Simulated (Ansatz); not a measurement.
**Run report: MnS, single-point calculation (part 1 of 2)**

- system: MnS (2 atoms in the cell)
- method: DFT LDA, spin-orbit coupling, plane waves, PAW (Ansatz 0.2.0)

The structure derives from an entry of the Crystallography Open Database. It belongs to a series of runs on one base structure; here: random orbitals: random, high filling. Figures and captions count atoms from 1; the log counts them from 0 in places.

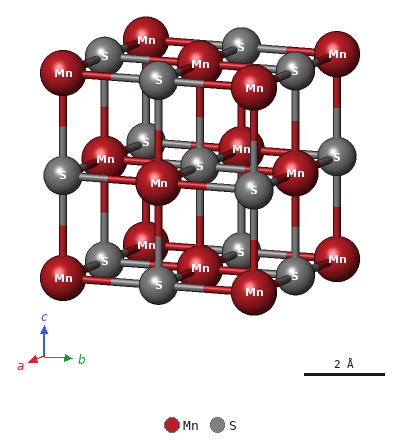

*The structure (ball-and-stick view of the cell 4 times as large as that of the calculation, set on its symmetry axes, seen at an oblique angle).*

**Input file**
```yaml
crystal:
  lattice:
    - [0.0, 2.61224989, 2.61224989]
    - [2.61224989, 0.0, 2.61224989]
    - [2.61224989, 2.61224989, 0.0]
  atoms:
    - { symbol: Mn, position: [0.0, 0.0, 0.0], spin: 5.0, spin_axis: [0.0, 0.0, 1.0] }
    - { symbol: S, position: [0.5, 0.5, 0.5] }
basis:
  ecutwfc: 420
  ecutrho_ratio: 4
kpoints:
  mp_grid: { grid: [6, 6, 6] }
hamiltonian:
  xc: lda
  hubbard:
    sites:
      - { site: 0, l: d, u_eff: 0.0, starting_ns: [{ occupation_matrix: s0 }] }
    occupation_matrices:
      s0:
        spinor_matrix:
          - [[0.97, 0.0], [0.0, 0.0], [0.0, 0.0], [0.0, 0.0], [0.0, 0.0], [0.0, 0.0], [0.0, 0.0], [0.0, 0.0], [0.0, 0.0], [0.0, 0.0]]
          - [[0.0, 0.0], [0.97, 0.0], [0.0, 0.0], [0.0, 0.0], [0.0, 0.0], [0.0, 0.0], [0.0, 0.0], [0.0, 0.0], [0.0, 0.0], [0.0, 0.0]]
          - [[0.0, 0.0], [0.0, 0.0], [0.97, 0.0], [0.0, 0.0], [0.0, 0.0], [0.0, 0.0], [0.0, 0.0], [0.0, 0.0], [0.0, 0.0], [0.0, 0.0]]
          - [[0.0, 0.0], [0.0, 0.0], [0.0, 0.0], [0.97, 0.0], [0.0, 0.0], [0.0, 0.0], [0.0, 0.0], [0.0, 0.0], [0.0, 0.0], [0.0, 0.0]]
          - [[0.0, 0.0], [0.0, 0.0], [0.0, 0.0], [0.0, 0.0], [0.97, 0.0], [0.0, 0.0], [0.0, 0.0], [0.0, 0.0], [0.0, 0.0], [0.0, 0.0]]
          - [[0.0, 0.0], [0.0, 0.0], [0.0, 0.0], [0.0, 0.0], [0.0, 0.0], [0.02, 0.0], [0.0, 0.0], [0.0, 0.0], [0.0, 0.0], [0.0, 0.0]]
          - [[0.0, 0.0], [0.0, 0.0], [0.0, 0.0], [0.0, 0.0], [0.0, 0.0], [0.0, 0.0], [0.02, 0.0], [0.0, 0.0], [0.0, 0.0], [0.0, 0.0]]
          - [[0.0, 0.0], [0.0, 0.0], [0.0, 0.0], [0.0, 0.0], [0.0, 0.0], [0.0, 0.0], [0.0, 0.0], [0.02, 0.0], [0.0, 0.0], [0.0, 0.0]]
          - [[0.0, 0.0], [0.0, 0.0], [0.0, 0.0], [0.0, 0.0], [0.0, 0.0], [0.0, 0.0], [0.0, 0.0], [0.0, 0.0], [0.02, 0.0], [0.0, 0.0]]
          - [[0.0, 0.0], [0.0, 0.0], [0.0, 0.0], [0.0, 0.0], [0.0, 0.0], [0.0, 0.0], [0.0, 0.0], [0.0, 0.0], [0.0, 0.0], [0.02, 0.0]]
    ns_hold: { iters: 12 }
scf:
  occupations: { method: gaussian, width: 0.05 }
  lower_state_search: "off"
  max_iter: 150
output:
  forces: true
  stress: true
  eigenvalues: true
  populations: true
  hubbard: { sites: [{ site: 0, l: d }] }
  write_density: true
  write_potential: true
  elf: true
  volumetric_format: npy
magnetization:
  noncollinear: true
  spin_orbit: true
```

Hardware: 2 threads of Intel Xeon (Granite Rapids), 64 GiB of memory available, shared host.

Launch command:
```bash
ansatz run input.yaml --threads 2 --pin off --max-ram 3072MiB --backend cpu --events-out ev --progress --plain --runs-dir out
```

**Output**
```
Warning: output.stress: scf.convergence.dr2_threshold = 1e-7 eV (the SCF's general default) is looser than the 2e-10 eV advised for a printed stress (1e-10 eV for each atom of the cell: 2). What an SCF threshold leaves in a stress goes as its square root, and in the free energy as the threshold itself, and one threshold admits the most on a small cell: of the crystals measured, under no hybrid functional and no lock of the moments, on runs that ended without the residual-converged pass, on stresses that held no estimate of that error, the worst erred by over 100 MPa in a component at 1e-7 eV an atom and by under 5 at 1e-10. Set scf.convergence.dr2_threshold to 2e-10 eV or tighter. The threshold is an SCF's pass mark: one that does not reach it within its budget of iterations ends unconverged, or closes short of it on a stop that the run arms, and scf.convergence.dr2_threshold's page says what that costs each kind of run
Mn: projections on atomic orbitals take those of the free atom [Ne] 3s2 3p6 3d5 4s2, of charge +0.00 (hamiltonian.pseudopotentials.projection_atoms); the dataset's partial waves leave at most 9.1e-10 of an orbital's norm unspanned inside its sphere
S: projections on atomic orbitals take those of the free atom [Ne] 3s2 3p4, of charge +0.00 (hamiltonian.pseudopotentials.projection_atoms); the dataset's partial waves leave at most 1.5e-11 of an orbital's norm unspanned inside its sphere
Engine: ansatz 0.2.0, x86_64-unknown-linux-gnu
Pseudopotentials: kind: paw_fr
Pseudopotential: Mn, paw_fr, valence charge 15, recommended cutoff 420 eV (normal), Mn.paw.azcp#standard-fr
Pseudopotential: S, paw_fr, valence charge 6, recommended cutoff 420 eV (normal), S.paw.azcp#standard-fr
Functional definition: SPW92
  exchange = slater_x
  correlation = pw_c
Crystal: 2 atoms, lattice volume = 35.651 Å³
Basis set: ecut = 420 eV, 725 PW (Γ)
Bands: 30, of which v1, the nominal top of the filled ones, is band 21 counted from 1 (20 counted from 0)
Symmetry: 8 space group operations + 8 with time reversal
Magnetic group: BNS 139.537 (UNI 1197), of the structure as read, at distance tolerance 3.3e-5 Å
k-points: 30 of 216 (time reversal used)
Projection manifold: j_resolved (fully-relativistic pseudo-atomic orbitals)
Non-local potential: Mn, projectors of the file, l = 0: 3, l = 1: 4, l = 2: 6, l = 3: 2
Non-local potential: S, projectors of the file, l = 0: 2, l = 1: 4, l = 2: 4
PAW form: soft (Blöchl's): semilocal exchange-correlation on the pseudo side does not see the compensation charge
PAW frozen core: Mn, regenerated for the run's functional, and the local potential with it (the file was generated under x = pbe(κ = 0.804, μ = 0.2195149727645171), c = pbe(β = 0.06672455060314922))
PAW frozen core: S, regenerated for the run's functional, and the local potential with it (the file was generated under x = pbe(κ = 0.804, μ = 0.2195149727645171), c = pbe(β = 0.06672455060314922))
PAW one-centre angular grid: Mn, 590 points (default); XC on 64 Gauss nodes
PAW one-centre angular grid: S, 110 points (default); XC on 64 Gauss nodes
Initial density: superposition of atomic densities (chi_scale 0.1, normalization cell, long waves kept (reshape's long-wave potential 0.00 eV rms))
Starting moments: Σ|m| = 5 μB on 1 of 2 sites
Initial wavefunctions: pseudopotential atomic-orbital guess
Functional: x = slater, c = lda
```
